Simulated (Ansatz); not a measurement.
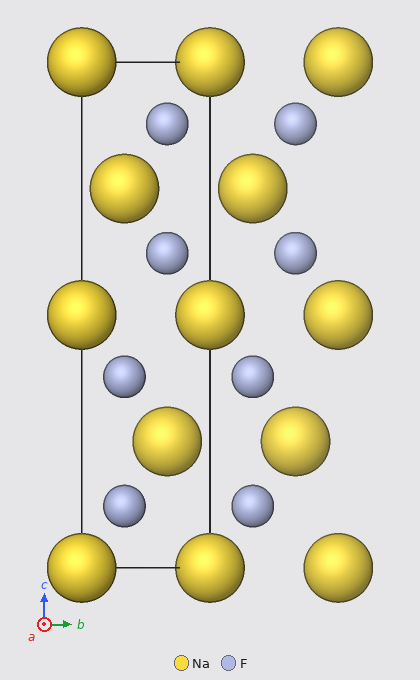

Projection along an edge of the hexagonal mesh, stacking direction c upwards. Every atom sits on one of the three columns of the mesh; call them A, B, C in the order in which they first turn up. The sequence starts with the first layer at or above the cell's origin.

NaF. Coordinates: the geometry relaxed with DFT PBE, scalar-relativistic, plane waves, PAW in Ansatz; the starting structure was generated, so it need not be a known form of this composition.

Question: Read off the stacking sequence over one period.

Answer: Na(A) – F(B) – Na(C) – F(B) – Na(A) – F(C) – Na(B) – F(C) (eight layers in 11.21 Å).

Question: How are the F layers alone stacked?

Answer: F layers alone: BBCC, a sequence in which some neighbouring layers lie directly above each other.

Question: Which positions between or in the F layers do the other atoms fill?

Answer: Na: two trigonal-prismatic sites and two octahedral sites, counted in one hexagonal cell.

Heights of the layers:

| layer | atoms (column) | height (Å) | to next (Å) |
| --- | --- | --- | --- |
| 1 | Na(A) | 0.00 | 1.37 |
| 2 | F(B) | 1.37 | 1.43 |
| 3 | Na(C) | 2.80 | 1.43 |
| 4 | F(B) | 4.24 | 1.37 |
| 5 | Na(A) | 5.61 | 1.37 |
| 6 | F(C) | 6.97 | 1.43 |
| 7 | Na(B) | 8.41 | 1.43 |
| 8 | F(C) | 9.84 | 1.37 |
